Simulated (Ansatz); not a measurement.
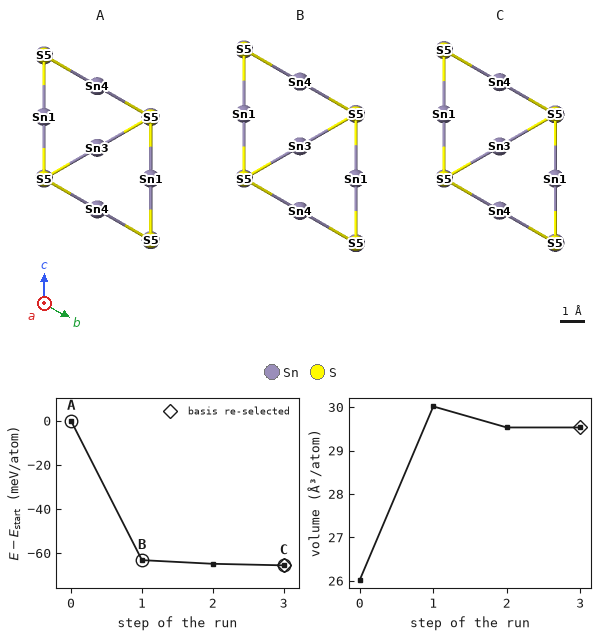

Frames of a relaxation of a crystal of Sn4S (a generated structure, set up in Im-3m) (coarse preliminary run), marked on the history of the run. Style: ball-and-stick. Shown: the cell of the calculation, along the a axis.

Level of theory: Ansatz, DFT PBE, scalar-relativistic, plane waves, PAW.

Input file:
```yaml
crystal:
  lattice:
    - [-3.19222776, 3.19222776, 3.19222776]
    - [3.19222776, -3.19222776, 3.19222776]
    - [3.19222776, 3.19222776, -3.19222776]
  atoms:
    - { symbol: Sn, position: [0.0, 0.0, 0.5] }
    - { symbol: Sn, position: [0.5, 0.0, 0.0] }
    - { symbol: Sn, position: [0.5, 0.5, 0.5] }
    - { symbol: Sn, position: [0.0, 0.5, 0.0] }
    - { symbol: S, position: [0.0, 0.0, 0.0] }
basis:
  ecutwfc: 420
kpoints:
  mp_grid: { grid: [4, 4, 4] }
hamiltonian:
  xc: pbe
scf:
  occupations: { method: gaussian, width: 0.1 }
  lower_state_search: "off"
output:
  forces: true
  stress: true
  eigenvalues: true
relax:
  adjacent_minimum: "off"
  f_tol: 0.04
  max_steps: 70
  cell: { stress_tol: 0.4 }
```

Command:
```bash
ansatz run input.yaml --threads 1 --pin off --max-ram 2560MiB --backend cpu --events-out ev --progress --plain --runs-dir out
```

> Describe the path.

Over 2 accepted moves (3 points after the start) the energy falls by 65.5 meV per atom. All forces vanish by symmetry, so only the cell relaxes. The pressure goes from 7.00 to −0.19 GPa. The SCF was repeated once at an unchanged geometry on a basis and grid sized afresh for the cell, which shifted the energy by 0.7 meV per atom at most. No atom moves by more than 0.005 Å relative to the cell. Cell: a = b = c 5.529 → 5.767 Å (+4.3 %). Volume +13.5 %. Some distances before and after: Sn1–S5 2.765 → 2.884 Å. The space group stays Im-3m (No. 229). Cost: 11 s on 1 thread of Arm Neoverse V1 (shared host), peak memory 0.39 GiB. From step 0 to 1: volume +15.3 %, energy −63.2 meV per atom. From step 1 to 3: volume −1.6 %, energy −2.4 meV per atom.

| step | E − E(0), meV/atom | pressure, GPa | volume, Å³/atom | note |
| --- | --- | --- | --- | --- |
| 0 | 0.00 | 7.00 | 26.024 |  |
| 1 | -63.15 | -0.84 | 30.018 |  |
| 2 | -64.82 | -0.19 | 29.534 |  |
| 3 | -65.52 | -0.19 | 29.534 | same geometry, new basis |
